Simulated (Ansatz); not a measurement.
```
Co O
1.0
     3.01094    0.00000    0.00000
    -1.50547    2.60755    0.00000
     0.00000    0.00000    7.31978
Co O
3 3
Direct
  0.00000 0.00000 0.00000
  0.66667 0.33333 0.33333
  0.33333 0.66667 0.66667
  0.33333 0.66667 0.16667
  0.00000 0.00000 0.50000
  0.66667 0.33333 0.83333
```

Space group R-3m; a structure from a database of computed crystals, not necessarily the ambient phase; spin-polarised.

Theory: Kohn-Sham DFT of a periodic cell, PBE, Ansatz PAW in Ansatz.

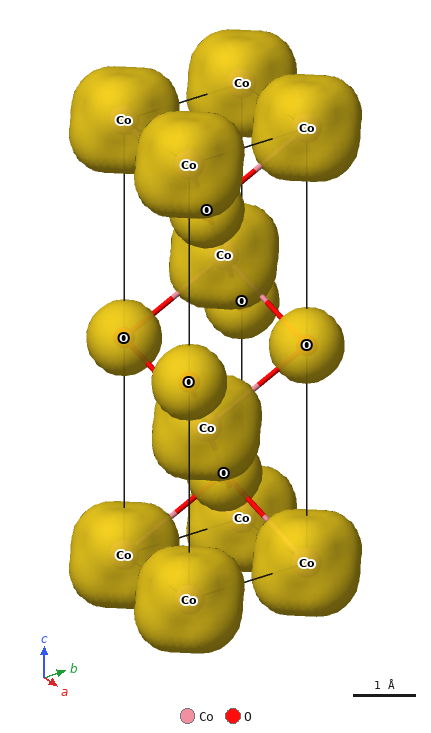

CoO. Isosurface of the magnetisation density (up minus down) at +0.1 e/Å³ (yellow), seen slightly off an axis. Sticks mark near contacts.

In a PAW calculation such maps are meaningful between the atoms, not at the nuclei.

Q: Where is the spin, and how is it ordered?

A: The spin density sits on Co: +2.5 μB (×3) in one cell of 6 atoms, with smaller moments on other sites: O (up to +0.33 μB): parallel main moments (a ferromagnetic arrangement) in this solution. The cell of the calculation (2 atoms) carries 2.9 μB of net spin moment.
